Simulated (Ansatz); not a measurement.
# TiSi2: what the fields show

Input

```
crystal:
  lattice:
    - [-4.7808853985, 0.0, 0.0]
    - [0.0, -4.2581430004, 4.1161595049]
    - [0.0, 4.2581430004, 4.1161595049]
  atoms:
    - { symbol: Ti, position: [0.5, 0.5, 0.5] }
    - { symbol: Ti, position: [1.0, 0.0, 0.0] }
    - { symbol: Ti, position: [0.75, 1.0, 0.5] }
    - { symbol: Ti, position: [0.25, 0.5, 0.0] }
    - { symbol: Si, position: [0.5, 0.1626734816, 0.1626734816] }
    - { symbol: Si, position: [1.0, 0.6626734816, 0.6626734816] }
    - { symbol: Si, position: [0.5, 0.8373265184, 0.8373265184] }
    - { symbol: Si, position: [1.0, 0.3373265184, 0.3373265184] }
    - { symbol: Si, position: [0.25, 0.8373265184, 0.3373265184] }
    - { symbol: Si, position: [0.75, 0.3373265184, 0.8373265184] }
    - { symbol: Si, position: [0.25, 0.1626734816, 0.6626734816] }
    - { symbol: Si, position: [0.75, 0.6626734816, 0.1626734816] }
basis:
  ecutwfc: 500
kpoints:
  mp_grid: { grid: [8, 6, 6] }
hamiltonian:
  xc: r2scan
scf:
  occupations: { method: gaussian, width: 0.1 }
output:
  forces: true
  stress: true
  eigenvalues: true
  write_density: true
  write_potential: true
  elf: true
  volumetric_format: npy
relax:
  adjacent_minimum: "off"
  f_tol: 0.015
  max_steps: 60
  cell: { stress_tol: 0.15 }
```

Command:

```sh
ansatz run input.yaml --threads 2 --pin off --max-ram 5120MiB --backend cpu --events-out ev --progress --plain --runs-dir out
```

Below, planes, directions and counts refer to the conventional cell (a = 4.78 Å, b = 8.23 Å, c = 8.52 Å, α = 90.00°, β = 90.00°, γ = 90.00°).

Space group Fddd; computed without spin polarisation.

Computed with Ansatz 0.2.0, DFT r2SCAN, scalar-relativistic, plane waves, PAW.

In a PAW calculation such maps are meaningful between the atoms, not at the nuclei.

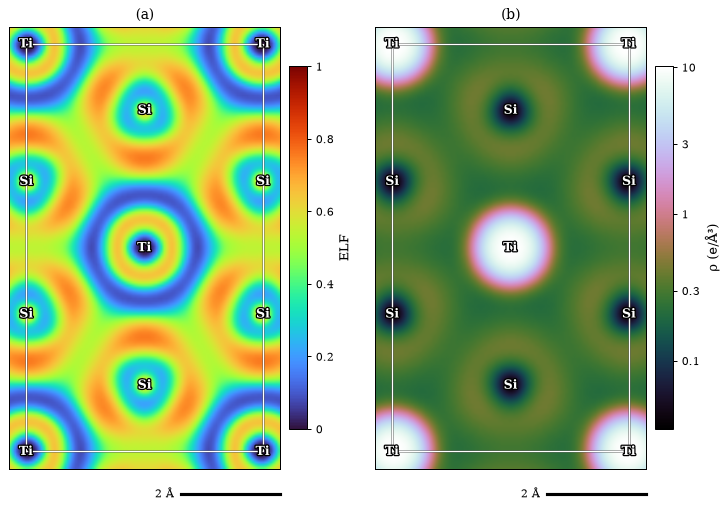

Figure 1. (a) electron localisation function; (b) valence electron density on the (001) plane of the conventional cell.

Describe what can be read from this map.

The plane passes through Ti and Si nuclei.
Ti–Si (2.74 Å): the density is about 0.27 e/Å³ at the midpoint; the ELF peaks at about 0.75 in the valence shell of Si, 1.0 Å from its nucleus, and is about 0.40 at the midpoint.
Between the atoms the lowest density in this plane is 0.21 e/Å³.
The features right at Ti lie inside the PAW spheres, where the map follows smoothed inner orbitals and isn't to be read closely.

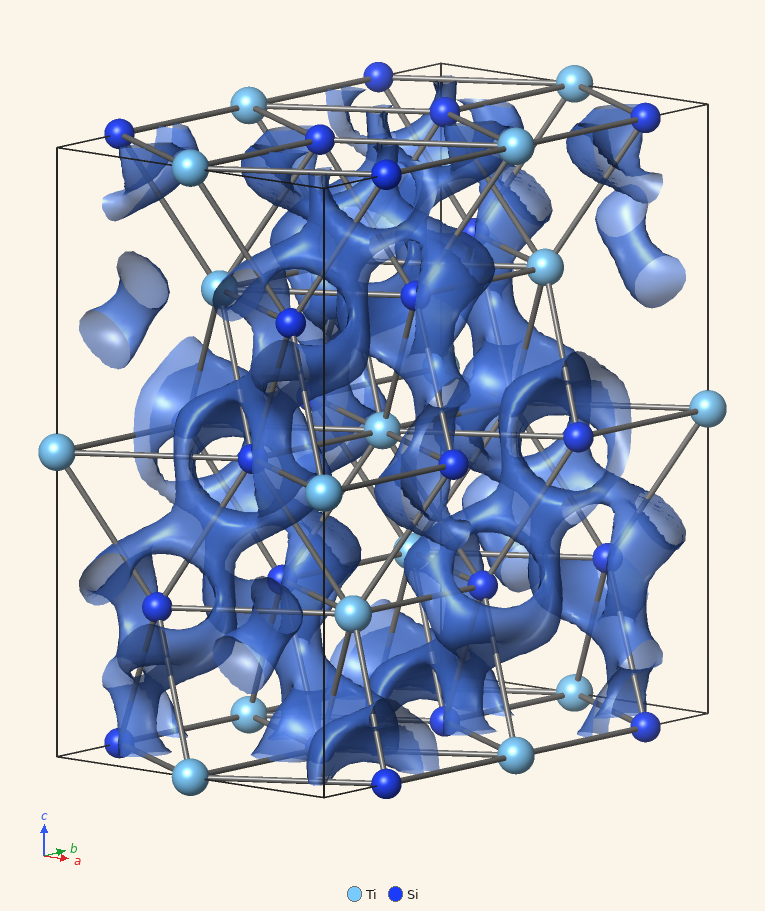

Figure 2. Isosurface of the electron localisation function at 0.7 (blue), seen at an oblique angle. Only the valence region is drawn (cores and ρ < 0.01 e/Å³ removed). Sticks mark near contacts.

Where are the electrons localised?

The ELF exceeds this value in channels that run through the cell in one direction, counted in one cell of 24 atoms. Any copies at cell faces, edges or corners count once. Profiles from the grid: Si–Si (2.52 Å): the ELF peaks at about 0.80 between the atoms. Ti–Si (2.55 Å): the ELF peaks at about 0.75 in the valence shell of Si, 0.9 Å from its nucleus, and is about 0.40 at the midpoint.

Does the calculation give a band gap?

It is gapless in this calculation (a metal or semimetal).
